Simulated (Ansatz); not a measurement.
**Band-structure calculation, with input and output: ZnSe (part 2 of 2)**

The same run, continued: ZnSe (2 atoms in the cell); DFT, r2SCANh, plane waves, PAW, no spin polarisation (Ansatz 0.2.0); cutoff 500 eV, 6×6×6 k-mesh, fixed occupations. The structure derives from an entry of the Crystallography Open Database. The geometry comes from this level: r2SCAN.

### File bands.tsv
```
# k_distance	band_0	band_1	band_2	band_3	band_4	band_5	band_6	band_7	band_8	band_9	band_10	band_11	band_12	band_13	band_14	band_15	band_16	band_17
# fermi_ev = 6.137150
# lock_threshold_ev = 1e-6
# [0, 0, 0] at k_distance = 0.000000
# [-0.5, -0.5, 0] at k_distance = 1.109153
# [-0.375, -0.375, 0.25] at k_distance = 1.501298
# [-0.375, 0, 0.375] at k_distance = 2.180513
# [0, 0, 0.5] at k_distance = 2.859728
# [-0.5, -0.25, 0.25] at k_distance = 3.644017
# levels_relative_to = fermi_ev
# free_energy_ev = -8804.673382
# largest_residual_norms_ev = 8.595e-4 9.303e-4 1.090e-3 5.655e-4 1.126e-3 1.981e-4 4.478e-4 2.746e-4 7.283e-4 4.056e-4 2.980e-4 4.016e-4 3.960e-4 5.671e-4 3.816e-4 7.190e-4 7.785e-4 9.748e-4
0.000000	-48.943306	-48.943306	-48.943306	-48.937284	-48.937284	-14.129681	-7.397753	-7.397753	-7.397753	-7.024717	-7.024717	0.000000	0.000000	0.000000	2.475405	6.988703	6.988703	6.988703
1.109153	-48.943439	-48.942940	-48.942940	-48.937295	-48.937090	-12.996280	-7.299310	-7.149182	-7.149182	-6.978140	-6.821166	-4.996176	-2.295620	-2.295620	3.887605	4.502021	12.258386	12.888664
1.501298	-48.943313	-48.943017	-48.942996	-48.937255	-48.937131	-13.018029	-7.279758	-7.190605	-7.099591	-7.004247	-6.740186	-4.893710	-3.260923	-1.881953	4.586843	6.738178	10.341840	10.651227
2.180513	-48.943313	-48.943017	-48.942996	-48.937255	-48.937131	-13.018029	-7.279758	-7.190605	-7.099591	-7.004247	-6.740186	-4.893710	-3.260923	-1.881953	4.586843	6.738178	10.341840	10.651227
2.859728	-48.943207	-48.943132	-48.943132	-48.937212	-48.937212	-13.283082	-7.308204	-7.308204	-7.008521	-7.008521	-6.854536	-5.457236	-0.908340	-0.908340	3.686341	7.529056	7.529056	9.728743
3.644017	-48.943219	-48.943157	-48.942939	-48.937241	-48.937141	-12.991131	-7.260383	-7.195682	-7.059826	-7.044484	-6.705268	-4.840163	-2.945119	-2.773524	6.435208	6.832931	8.282993	8.847937
```

### File rho_z.tsv
```
# z_ang	rho[e/angstrom^3]
# format = ansatz-planar-average/11
# lattice	0.000000000	2.832424672	2.832424672
# lattice	2.832424672	0.000000000	2.832424672
# lattice	2.832424672	2.832424672	0.000000000
# sites	2
# site	30	0.000000000	0.000000000	0.000000000
# site	34	1.416212336	1.416212336	1.416212336
0.000000	1.301599e0
0.133522	1.232096e0
0.267044	1.034641e0
0.400565	8.816064e-1
0.534087	8.865258e-1
0.667609	1.056432e0
0.801131	1.303285e0
0.934652	1.476031e0
1.068174	1.447260e0
1.201696	1.213586e0
1.335218	8.900326e-1
1.468740	6.012081e-1
1.602261	4.010491e-1
1.735783	2.804146e-1
1.869305	2.104669e-1
2.002827	1.681490e-1
2.136348	1.390236e-1
2.269870	1.164581e-1
2.403392	9.982770e-2
2.536914	8.910332e-2
2.670436	8.403349e-2
2.803957	8.555295e-2
2.937479	9.547664e-2
3.071001	1.169932e-1
3.204523	1.551452e-1
3.338044	2.218926e-1
3.471566	3.432603e-1
3.605088	5.522617e-1
3.738610	8.499102e-1
3.872132	1.149751e0
```

### File v_z.tsv
```
# z_ang	v_es[eV]	v_tot[eV]
# format = ansatz-planar-average/11
# xc	r2scanh
# density_cutoff_ev	2000
# datasets	Zn=:simpson_from_first_knot:soft:fock:shift=0	Se=:simpson_from_first_knot:soft:fock:shift=0
# lattice	0.000000000	2.832424672	2.832424672
# lattice	2.832424672	0.000000000	2.832424672
# lattice	2.832424672	2.832424672	0.000000000
# sites	2
# site	30	0.000000000	0.000000000	0.000000000
# site	34	1.416212336	1.416212336	1.416212336
0.000000	5.365828e-1	-1.054411e1
0.133522	-2.123344e-1	-1.161817e1
0.267044	-5.129039e-1	-1.210910e1
0.400565	-3.363046e-1	-1.195771e1
0.534087	2.073542e-1	-1.129674e1
0.667609	9.852629e-1	-1.037117e1
0.801131	1.901583e0	-9.243779e0
0.934652	2.867208e0	-8.005006e0
1.068174	3.747875e0	-6.853980e0
1.201696	4.415901e0	-5.846105e0
1.335218	4.891687e0	-4.943689e0
1.468740	5.341761e0	-4.034371e0
1.602261	5.869994e0	-3.016943e0
1.735783	6.535274e0	-1.853541e0
1.869305	7.395716e0	-4.932289e-1
2.002827	8.386111e0	9.723718e-1
2.136348	9.294835e0	2.287031e0
2.269870	9.899361e0	3.236381e0
2.403392	1.017156e1	3.765620e0
2.536914	1.020531e1	3.957709e0
2.670436	1.006860e1	3.900418e0
2.803957	9.731249e0	3.566060e0
2.937479	9.075237e0	2.887573e0
3.071001	8.113359e0	1.762281e0
3.204523	6.988599e0	1.216444e-1
3.338044	5.829157e0	-1.806314e0
3.471566	4.693530e0	-3.775615e0
3.605088	3.609518e0	-5.681798e0
3.738610	2.576777e0	-7.427249e0
3.872132	1.537947e0	-9.060993e0
```

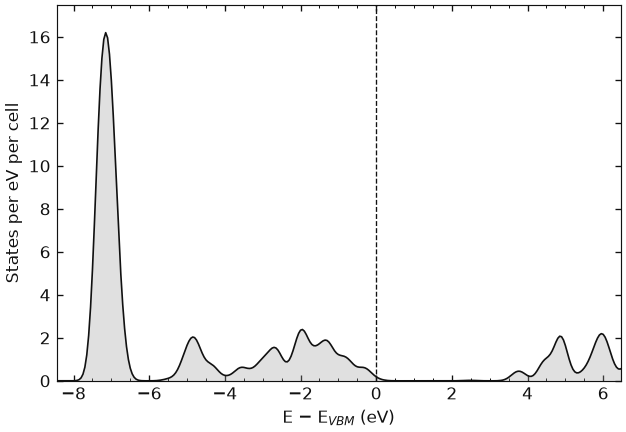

Figure 1. Density of states (the curve is built from the levels of the k mesh with Gaussians 0.4 eV wide, which also blur the band edges), with energies from the valence-band top. There is a gap of 2.48 eV on the k-point mesh. Small ripples come from the finite k-point mesh.

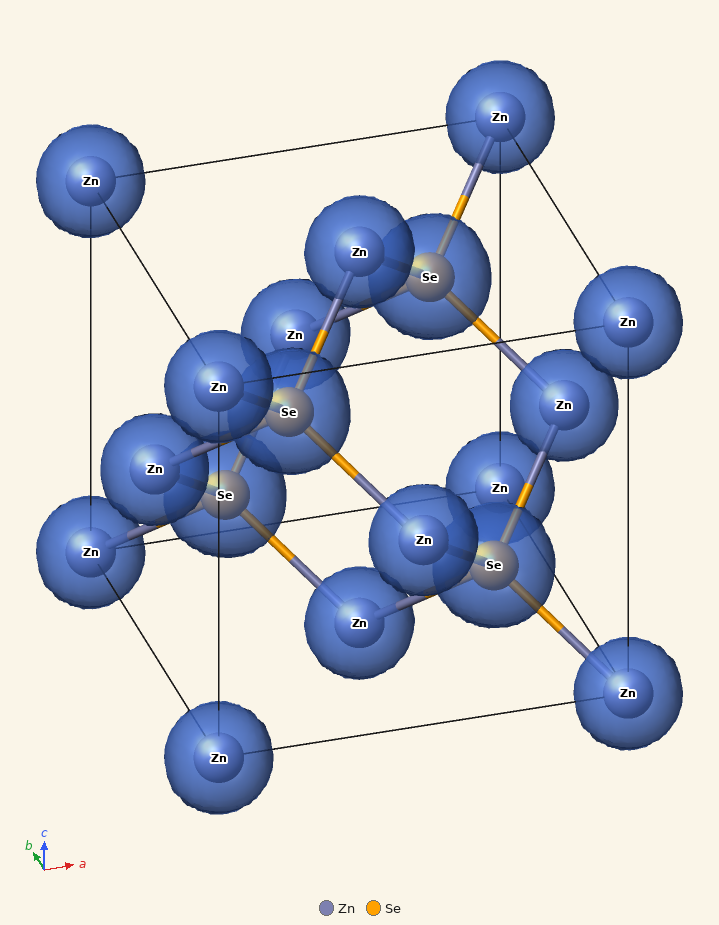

Figure 2. Isosurface of the valence electron density at 1 e/Å³ (blue), seen at an oblique angle. Sticks mark near contacts. The outline is the cell set on symmetry axes. At this value the density breaks into separate islands; it holds about 70 % of the electrons treated as valence. It is pinched off along the Zn–Se (2.45 Å) contacts. On the grid the lowest density along these lines, outside the cores, is 0.42 e/Å³ (Zn–Se, 2.45 Å). In a PAW calculation such maps are meaningful between the atoms, not at the nuclei.

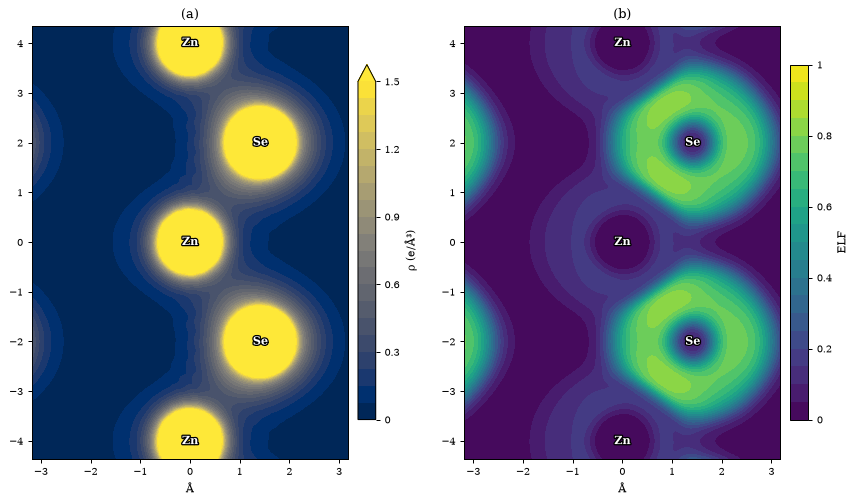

Figure 3. (a) valence charge density (pseudo); (b) electron localisation function on the (011) plane of the conventional cell. The plane passes through Zn and Se nuclei. Zn–Se (2.45 Å): ρ is about 0.47 e/Å³ halfway; the ELF is about 0.60 at the midpoint. Away from the nuclei the density in this plane falls to 0.01 e/Å³ at its lowest.

The run was set up as follows.

### Input file
```yaml
crystal:
  lattice:
    - [0.0, 2.8324246721, 2.8324246721]
    - [2.8324246721, 0.0, 2.8324246721]
    - [2.8324246721, 2.8324246721, 0.0]
  atoms:
    - { symbol: Zn, position: [0.0, 0.0, 0.0] }
    - { symbol: Se, position: [0.25, 0.25, 0.25] }
kpoints:
  mp_grid: { grid: [6, 6, 6] }
  band_path:
    path:
      - [0.0, 0.0, 0.0]
      - [-0.5, -0.5, 0.0]
      - [-0.375, -0.375, 0.25]
      - [-0.375, 0.0, 0.375]
      - [0.0, 0.0, 0.5]
      - [-0.5, -0.25, 0.25]
    npoints: 1
hamiltonian:
  xc: r2scanh
scf:
  occupations: { method: fixed }
  n_extra_bands: 4
output:
  forces: true
  stress: true
  eigenvalues: true
  write_density: true
  write_potential: true
  elf: true
  volumetric_format: npy
```

Command:
```bash
ansatz run input.yaml --threads 2 --pin off --max-ram 2211MiB --backend cpu --events-out ev --progress --plain --runs-dir out
```

### Results in brief

```csv
quantity,value
outcome,converged
space group (tolerance 0.01 Å),F-43m (216)
electrons treated,28
free energy,−8804.6734 eV
Fermi energy,6.137 eV
gap on the k-point mesh,2.48 eV
pressure,−0.02 GPa
largest force (length of the vector),under 0.001 eV/Å
hardware,"2 threads of Arm Neoverse N1, 98 GiB of memory available, shared host"
wall time,2.4 min (CPU time 4.7 min)
peak memory,2 GiB
```

### Remarks

Warnings of the run: the exchange loop's threshold is looser than advised for the stress; the SCF threshold is looser than advised for the printed stress.
